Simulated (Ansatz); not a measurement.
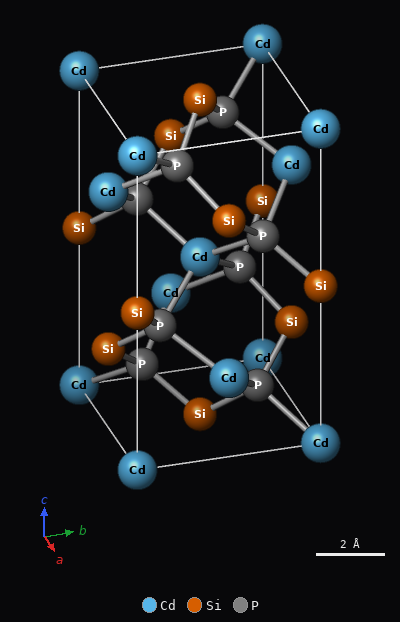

The input geometry (ball-and-stick view of the cell 2 times as large as that of the calculation, set on its symmetry axes, seen at an oblique angle).

# Geometry relaxation, with input and output: CdSiP₂ (part 1 of 2)

CdSiP₂ (8 atoms in the cell), computed with DFT PBE, scalar-relativistic, plane waves, PAW, no spin polarisation (Ansatz 0.2.0).

The structure derives from a Materials Project entry.

## The program's output
```
Engine: ansatz 0.2.0, x86_64-unknown-linux-gnu
Pseudopotentials: kind: paw
Pseudopotential: Cd, paw, valence charge 20, recommended cutoff 420 eV (normal), Cd.paw.azcp
Pseudopotential: Si, paw, valence charge 4, recommended cutoff 420 eV (normal), Si.paw.azcp
Pseudopotential: P, paw, valence charge 5, recommended cutoff 420 eV (normal), P.paw.azcp
Functional definition: PBE
  parameter kappa = 0.804
  parameter beta = 0.06672455060314922
  exchange = pbe_x(kappa = kappa, mu = beta*pi^2/3)
  correlation = pbe_c(beta = beta)
Crystal: 8 atoms, lattice volume = 169.762 Å³
Basis set: ecut = 420 eV, 3297 PW (Γ), exchange–correlation on 90×90×90 points (8 copies of the dense FFT grid, shifted against one another)
Bands: 42, of which v1, the nominal top of the filled ones, is band 34 counted from 1 (33 counted from 0)
Symmetry: 8 space group operations
Space group: I-42d (ITA 122), of the structure as read, at distance tolerance 5.5e-5 Å
k-points: 59 of 512 (time reversal used)
Non-local potential: Cd, projectors of the file, l = 0: 3, l = 1: 2, l = 2: 2, l = 3: 1
Non-local potential: Si, projectors of the file, l = 0: 2, l = 1: 2, l = 2: 2
Non-local potential: P, projectors of the file, l = 0: 2, l = 1: 2, l = 2: 2
PAW form: soft (Blöchl's): semilocal exchange-correlation on the pseudo side does not see the compensation charge
PAW one-centre angular grid: Cd, 590 points (default); XC on 64 Gauss nodes
PAW one-centre angular grid: Si, 110 points (default); XC on 64 Gauss nodes
PAW one-centre angular grid: P, 110 points (default); XC on 64 Gauss nodes
Initial density: superposition of atomic densities (neutral atoms: chi_scale 0, normalization atom), corrected by the library's trained network
Initial wavefunctions: pseudopotential atomic-orbital guess
Functional: x = pbe(κ = 0.804, μ = 0.2195149727645171), c = pbe(β = 0.06672455060314922)
SCF iter   1: F=—  HF=-20805.029528 eV  |F-HF|=—  |Δ(HF+E_count)|=         —  Δρ=1.12e-3  dr2=2.36e-3  ethr=1.77e-3  ⟨swp⟩=9.5  Hψ=12388  notcnv=0  defer=2
preconditioner: auto → Resta (q_TF=auto, 2.342 Å⁻¹)  ε∞=5.5  [insulator: Δε(μ)=1.380 eV  Ē_g=9.649 eV  σ=0.020 eV  W_gap=1.00  n_scr=34 (ndim 8)  ℏωp=20.6 eV  f_vac=0.000  D(μ)=0.00/eV (n_scr^D=0)  ε∞_Penn≈5.5]
SCF iter   2: F=—  HF=-20805.027647 eV  |F-HF|=—  |Δ(HF+E_count)|=   1.88e-3  Δρ=6.27e-4  dr2=5.59e-4  ethr=3.47e-6  ⟨swp⟩=3.6  Hψ=5856  notcnv=0  defer=142
SCF iter   3: F=—  HF=-20805.027713 eV  |F-HF|=—  |Δ(HF+E_count)|=   6.64e-5  Δρ=1.84e-4  dr2=6.82e-5  ethr=8.22e-7  ⟨swp⟩=2.0  Hψ=3478  notcnv=0  defer=142
SCF iter   4: F=—  HF=-20805.027794 eV  |F-HF|=—  |Δ(HF+E_count)|=   8.07e-5  Δρ=6.09e-5  dr2=9.85e-6  ethr=1.00e-7  ⟨swp⟩=2.6  Hψ=3987  notcnv=0  defer=142
SCF iter   5: F=—  HF=-20805.027795 eV  |F-HF|=—  |Δ(HF+E_count)|=   1.43e-6  Δρ=3.07e-5  dr2=1.45e-6  ethr=1.45e-8  ⟨swp⟩=2.0  Hψ=3680  notcnv=0  defer=142
SCF iter   6: F=-20805.027795 eV  HF=-20805.027795 eV  |F-HF|=8.33e-8  |Δ(HF+E_count)|=   1.29e-7  Δρ=6.07e-6  dr2=6.49e-8  ethr=1.47e-10  ⟨swp⟩=15.8  Hψ=20925  notcnv=0
SCF 1 converged in 6 iterations: F = -20805.027795 eV  dr2 = 6.49e-8
  greatest PAW one-centre occupation: 1.000 electrons in one spin orbital (limit 2), on the Cd atom at site 1 (counted from 0), in its partial waves of l = 0
relax step   1: F+E_penalty+E_count = -20805.02779534 eV  Δ(F+E_penalty+E_count) = +0.000e0 eV  max|allowed force component| = 1.151e-1 eV/Å  Δτ_max = 0.0000 Å  P = +1.696 GPa  Ω = 169.762 Å³  (6 SCF iters, dr2 threshold 1.00e-7 eV, accepted)
Crystal: 8 atoms, lattice volume = 172.728 Å³
Basis set: ecut = 420 eV, 3385 PW (Γ), exchange–correlation on 90×90×90 points (8 copies of the dense FFT grid, shifted against one another)
Initial density: handed on by an earlier stage of this run
Initial wavefunctions: those handed on with the density
iter 1 solved again at ethr=4.52e-6 eV; its pass at ethr=3.10e-3 eV (dr2=3.08e-3 eV) is discarded
SCF iter   1: F=—  HF=-20805.046272 eV  |F-HF|=—  |Δ(HF+E_count)|=         —  Δρ=1.05e-3  dr2=3.22e-3  ethr=4.52e-6  ⟨swp⟩=2.7  Hψ=12391  notcnv=0
preconditioner: auto → Resta (q_TF=auto, 2.336 Å⁻¹)  ε∞=5.5  [insulator: Δε(μ)=1.416 eV  Ē_g=9.587 eV  σ=0.020 eV  W_gap=1.00  n_scr=34 (ndim 8)  ℏωp=20.4 eV  f_vac=0.001  D(μ)=0.00/eV (n_scr^D=0)  ε∞_Penn≈5.5]
SCF iter   2: F=—  HF=-20805.045469 eV  |F-HF|=—  |Δ(HF+E_count)|=   8.04e-4  Δρ=5.30e-4  dr2=7.80e-4  ethr=4.52e-6  ⟨swp⟩=2.9  Hψ=3862  notcnv=0
SCF iter   3: F=—  HF=-20805.045362 eV  |F-HF|=—  |Δ(HF+E_count)|=   1.06e-4  Δρ=1.58e-4  dr2=5.11e-5  ethr=1.15e-6  ⟨swp⟩=2.0  Hψ=3249  notcnv=0
SCF iter   4: F=—  HF=-20805.045371 eV  |F-HF|=—  |Δ(HF+E_count)|=   8.68e-6  Δρ=5.25e-5  dr2=7.79e-6  ethr=7.51e-8  ⟨swp⟩=2.0  Hψ=4002  notcnv=0
SCF iter   5: F=-20805.045377 eV  HF=-20805.045377 eV  |F-HF|=4.66e-7  |Δ(HF+E_count)|=   5.96e-6  Δρ=1.41e-5  dr2=3.05e-7  ethr=1.18e-9  ⟨swp⟩=12.3  Hψ=20984  notcnv=0
SCF 2 converged in 5 iterations: F = -20805.045377 eV  dr2 = 3.05e-7
relax step   2: F+E_penalty+E_count = -20805.04537740 eV  Δ(F+E_penalty+E_count) = -1.758e-2 eV  max|allowed force component| = 9.004e-2 eV/Å  Δτ_max = 0.0004 Å  P = +0.313 GPa  Ω = 172.728 Å³  energy of the carried Pulay correction = -6.133e-4 eV  (5 SCF iters, dr2 threshold 8.00e-7 eV, accepted)
Crystal: 8 atoms, lattice volume = 173.310 Å³
Basis set: ecut = 420 eV, 3401 PW (Γ), exchange–correlation on 90×90×90 points (8 copies of the dense FFT grid, shifted against one another)
iter 1 solved again at ethr=7.77e-7 eV; its pass at ethr=3.10e-3 eV (dr2=5.28e-4 eV) is discarded
SCF iter   1: F=—  HF=-20805.047268 eV  |F-HF|=—  |Δ(HF+E_count)|=         —  Δρ=4.52e-4  dr2=5.61e-4  ethr=7.77e-7  ⟨swp⟩=3.1  Hψ=12779  notcnv=0
preconditioner: auto → Resta (q_TF=auto, 2.334 Å⁻¹)  ε∞=5.5  [insulator: Δε(μ)=1.411 eV  Ē_g=9.566 eV  σ=0.020 eV  W_gap=1.00  n_scr=34 (ndim 8)  ℏωp=20.3 eV  f_vac=0.000  D(μ)=0.00/eV (n_scr^D=0)  ε∞_Penn≈5.5]
SCF iter   2: F=—  HF=-20805.047179 eV  |F-HF|=—  |Δ(HF+E_count)|=   8.84e-5  Δρ=2.44e-4  dr2=1.36e-4  ethr=7.77e-7  ⟨swp⟩=2.0  Hψ=2727  notcnv=0
SCF iter   3: F=—  HF=-20805.047199 eV  |F-HF|=—  |Δ(HF+E_count)|=   1.96e-5  Δρ=3.64e-5  dr2=1.87e-6  ethr=2.00e-7  ⟨swp⟩=2.0  Hψ=3107  notcnv=0
SCF iter   4: F=-20805.047200 eV  HF=-20805.047200 eV  |F-HF|=1.04e-7  |Δ(HF+E_count)|=   7.51e-7  Δρ=1.68e-5  dr2=4.70e-7  ethr=7.45e-10  ⟨swp⟩=13.9  Hψ=20302  notcnv=0
SCF 3 converged in 4 iterations: F = -20805.047200 eV  dr2 = 4.70e-7
  Residual-converged pass: ⟨swp⟩=1.0  Hψ=2716  notcnv=0  max |occ|·‖R‖ = 7.0e-9 eV (tolerance 1.0e-8 eV)  dr2=4.70e-7  dr2_onsite=5.42e-8  max |Δocc| = 0.0e0
relax step   3: F+E_penalty+E_count = -20805.04719959 eV  Δ(F+E_penalty+E_count) = -1.822e-3 eV  max|allowed force component| = 6.453e-3 eV/Å  Δτ_max = 0.0070 Å  P = +0.011 GPa  Ω = 173.310 Å³  energy of the carried Pulay correction = -7.324e-4 eV  (4 SCF iters, dr2 threshold 5.07e-7 eV, accepted)
Crystal: 8 atoms, lattice volume = 173.346 Å³
iter 1 solved again at ethr=1.97e-8 eV; its pass at ethr=3.10e-3 eV (dr2=1.34e-5 eV) is discarded
SCF iter   1: F=—  HF=-20805.047175 eV  |F-HF|=—  |Δ(HF+E_count)|=         —  Δρ=7.36e-5  dr2=1.15e-5  ethr=1.97e-8  ⟨swp⟩=3.0  Hψ=12503  notcnv=0
preconditioner: auto → Resta (q_TF=auto, 2.334 Å⁻¹)  ε∞=5.5  [insulator: Δε(μ)=1.418 eV  Ē_g=9.562 eV  σ=0.020 eV  W_gap=1.00  n_scr=34 (ndim 8)  ℏωp=20.3 eV  f_vac=0.000  D(μ)=0.00/eV (n_scr^D=0)  ε∞_Penn≈5.5]
SCF iter   2: F=—  HF=-20805.047172 eV  |F-HF|=—  |Δ(HF+E_count)|=   3.23e-6  Δρ=4.07e-5  dr2=3.40e-6  ethr=1.69e-8  ⟨swp⟩=1.7  Hψ=3329  notcnv=0
SCF iter   3: F=—  HF=-20805.047239 eV  |F-HF|=—  |Δ(HF+E_count)|=   6.66e-5  Δρ=8.66e-6  dr2=1.27e-7  ethr=5.01e-9  ⟨swp⟩=2.0  Hψ=3088  notcnv=0
SCF iter   4: F=—  HF=-20805.047239 eV  |F-HF|=—  |Δ(HF+E_count)|=   3.62e-8  Δρ=3.39e-6  dr2=1.64e-8  ethr=1.87e-10  ⟨swp⟩=2.0  Hψ=4392  notcnv=0
SCF iter   5: F=-20805.047239 eV  HF=-20805.047239 eV  |F-HF|=1.14e-9  |Δ(HF+E_count)|=   1.15e-8  Δρ=7.03e-7  dr2=8.32e-10  ethr=1.11e-11  ⟨swp⟩=9.6  Hψ=15441  notcnv=0
SCF 4 converged in 5 iterations: F = -20805.047239 eV  dr2 = 8.32e-10
relax step   4: F+E_penalty+E_count = -20805.04723880 eV  Δ(F+E_penalty+E_count) = -3.921e-5 eV  max|allowed force component| = 1.024e-3 eV/Å  Δτ_max = 0.0006 Å  P = -0.005 GPa  Ω = 173.346 Å³  energy of the carried Pulay correction = -7.397e-4 eV  (5 SCF iters, dr2 threshold 7.56e-9 eV, accepted)
Initial wavefunctions: pseudopotential atomic-orbital guess (no wavefunctions were taken with the density)
iter 1 solved again at ethr=2.73e-7 eV; its pass at ethr=3.10e-3 eV (dr2=1.86e-4 eV) is discarded
SCF iter   1: F=—  HF=-20805.047934 eV  |F-HF|=—  |Δ(HF+E_count)|=         —  Δρ=3.43e-5  dr2=3.32e-7  ethr=2.73e-7  ⟨swp⟩=3.9  Hψ=19271  notcnv=0
preconditioner: auto → Resta (q_TF=auto, 2.334 Å⁻¹)  ε∞=5.5  [insulator: Δε(μ)=1.419 eV  Ē_g=9.561 eV  σ=0.020 eV  W_gap=1.00  n_scr=34 (ndim 8)  ℏωp=20.3 eV  f_vac=0.000  D(μ)=0.00/eV (n_scr^D=0)  ε∞_Penn≈5.5]
SCF iter   2: F=—  HF=-20805.048001 eV  |F-HF|=—  |Δ(HF+E_count)|=   6.71e-5  Δρ=1.62e-5  dr2=8.76e-8  ethr=4.88e-10  ⟨swp⟩=3.1  Hψ=4987  notcnv=0
SCF iter   3: F=—  HF=-20805.048001 eV  |F-HF|=—  |Δ(HF+E_count)|=   2.81e-7  Δρ=4.42e-6  dr2=5.42e-9  ethr=1.29e-10  ⟨swp⟩=2.2  Hψ=3719  notcnv=0
SCF iter   4: F=—  HF=-20805.048001 eV  |F-HF|=—  |Δ(HF+E_count)|=   1.82e-8  Δρ=3.50e-7  dr2=9.90e-11  ethr=7.98e-12  ⟨swp⟩=2.0  Hψ=4329  notcnv=0
SCF iter   5: F=-20805.048001 eV  HF=-20805.048001 eV  |F-HF|=0.00e0  |Δ(HF+E_count)|=  9.82e-11  Δρ=4.65e-8  dr2=2.79e-12  ethr=1.00e-12  ⟨swp⟩=8.3  Hψ=13074  notcnv=0
SCF 5 converged in 5 iterations: F = -20805.048001 eV  dr2 = 2.79e-12
relax step   5: F+E_penalty+E_count = -20805.04800126 eV  Δ(F+E_penalty+E_count) = -7.625e-4 eV  max|allowed force component| = 9.963e-4 eV/Å  Δτ_max = 0.0000 Å  P = -0.001 GPa  Ω = 173.346 Å³  stress off target by 8.30e-3 GPa  SCF on the basis re-selected at this cell (its energy is not comparable with the rows above)  (5 SCF iters)
```

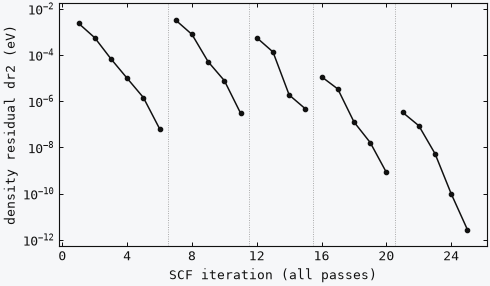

Convergence of the self-consistent field: density residual dr2 against the SCF iteration. The dotted lines part the SCF passes of the relaxation: geometry steps, rejected trials and re-solves on a re-selected basis. The 5 passes take 4 to 6 iterations each, 25 in all.

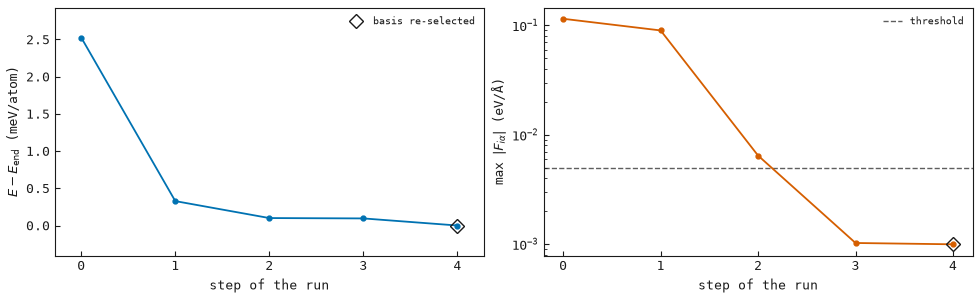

Progress of the relaxation, step by step (the first geometry is step 0 here and step 1 in the log).

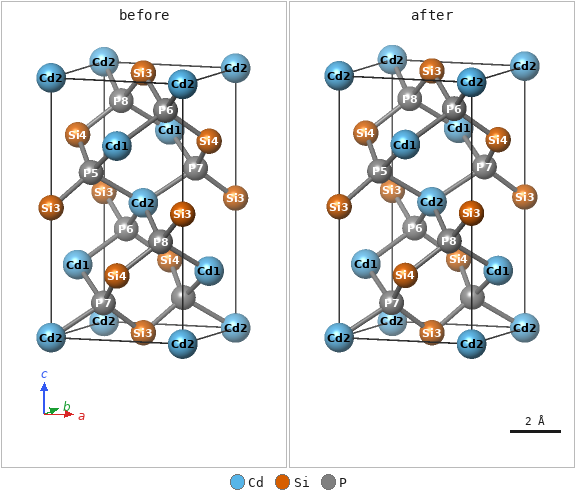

Before (left) and after (right) the relaxation, at one scale (ball-and-stick view of the cell 2 times as large as that of the calculation, set on its symmetry axes, seen slightly off an axis). The largest moves relative to the cell, 0.007 Å, are those of P5, P6, P7 and P8. Cd and Si stay in place. Cell: a = b 5.687 → 5.724 Å (+0.7 %), c 10.497 → 10.580 Å (+0.8 %). Volume +2.1 %. Distances before and after: Si3–P5 2.253 → 2.273 Å, Cd1–P5 2.568 → 2.581 Å. The space group stays I-42d (No. 122). The energy falls by 2.4 meV per atom in 3 geometry steps. Largest force component: 0.12 eV/Å at the start, 0.001 eV/Å at the end. Pressure: 1.70 GPa at the start and 0.00 GPa at the end. A last SCF at the same geometry on a re-selected plane-wave basis shifts the energy by −0.1 meV per atom. (Atoms are counted from 1 in the order of the input.)

```
basis re-selected at this cell: Δ(F+E_penalty+E_count) = -7.625e-4 eV, ΔP = +0.003 GPa vs the last step (what re-selecting the basis moved, of the pressure what is left beyond the Pulay correction that the steps carried, after the strain that the cell walked since its last selection, with what the two solves' SCF thresholds leave and, on support functions, any second-order correction that the steps lacked; it is no measure of the basis error at this ecutwfc). This SCF's stress stands 8.30e-3 GPa from its target on what of the cell is left free (relax.cell.stress_tol is 5.00e-2 GPa) and its largest allowed force component is 9.96e-4 eV/Å (relax.f_tol is 5.00e-3 eV/Å): within both
SCF converged after 5 iterations
Free energy (F): -20805.048001 eV
Harris-Foulkes:  -20805.048001 eV  (|F-HF|=0.00e0)
Internal energy: -20805.048001 eV  (E = F + TS)
E sigma→0 (E₀):  -20805.048001 eV
Fermi energy:    7.997689 eV
--- Per-component energies (eV) ---
  E_band       = -986.688745
  E_kinetic    = 1370.898665
  E_local      = -8977.912838  (includes V_loc(G=0)·N_el)
  E_nonlocal   = 250.914612
  E_hartree    = 4130.810867
  E_xc         = -710.499222
  E_vxc        = -780.713461  (∫ρ·V_xc dr)
  E_paw        = -11467.076397  (= ΣΔE_a)
  E_vpaw       = -1111.497627  (= ΣTr[D̂ρ^β])
  E_aug_tail   = 0.000052  (compensation charges beyond the density's cutoff)
  E_ewald      = -5402.183742
  E_smearing   = -0.000000  (= −TS)
  E_closure    = -0.000000  (closes the sum)
  Σ components = -20805.048001   (vs F -20805.048001, Δ=0.00e0)
```
